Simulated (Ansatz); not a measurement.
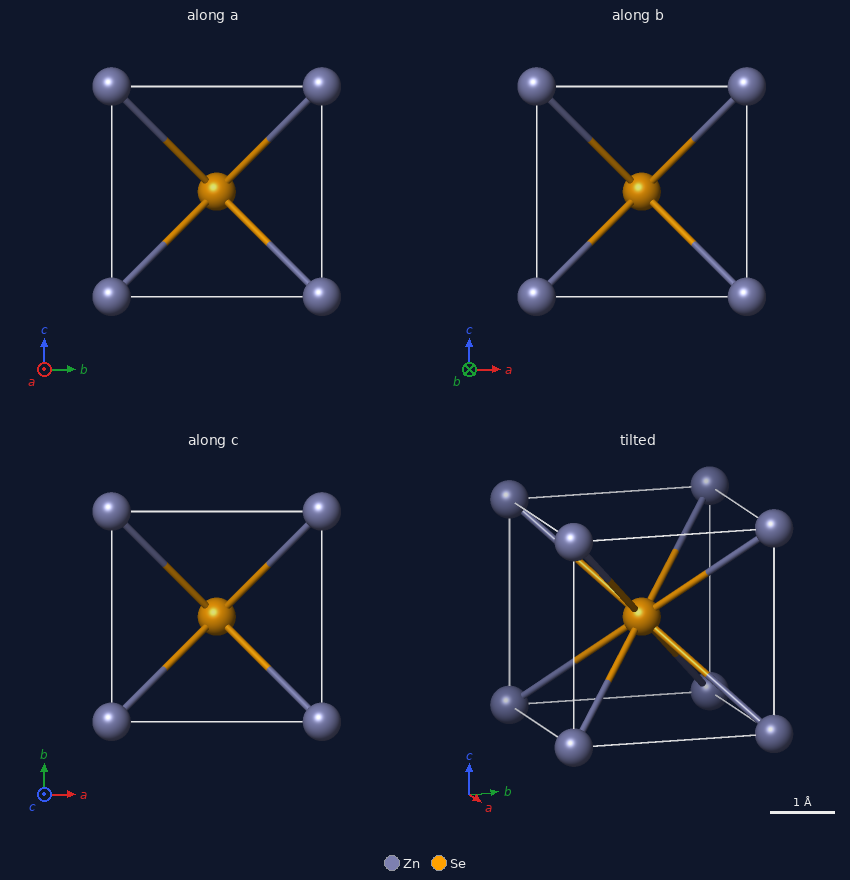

Structure drawing (ball-and-stick), viewed along the a axis, along the b axis, along the c axis and slightly off an axis. Lines trace the edges of the conventional unit cell.

Lattice parameters: a = 3.2978 Å, b = 3.2978 Å, c = 3.2978 Å, α = 90.000°, β = 90.000°, γ = 90.000°.

Question: Put the structure into a CIF with its space group and independent sites.

Answer:
```cif
data_structure
_symmetry_space_group_name_H-M 'P m -3 m'
_symmetry_Int_Tables_number 221
_cell_length_a 3.2978
_cell_length_b 3.2978
_cell_length_c 3.2978
_cell_angle_alpha 90.000
_cell_angle_beta 90.000
_cell_angle_gamma 90.000
_cell_volume 35.87
loop_
_atom_site_label
_atom_site_type_symbol
_atom_site_symmetry_multiplicity
_atom_site_Wyckoff_symbol
_atom_site_fract_x
_atom_site_fract_y
_atom_site_fract_z
_atom_site_occupancy
Zn1 Zn 1 a 0.0000 0.0000 0.0000 1
Se1 Se 1 b 0.5000 0.5000 0.5000 1
```

The cell started as a structure type filled with these elements by a generator (whether the compound takes this form wasn't checked). Earlier steps of the study may have refined or changed the cell and positions. A calculation with Ansatz used it as input.
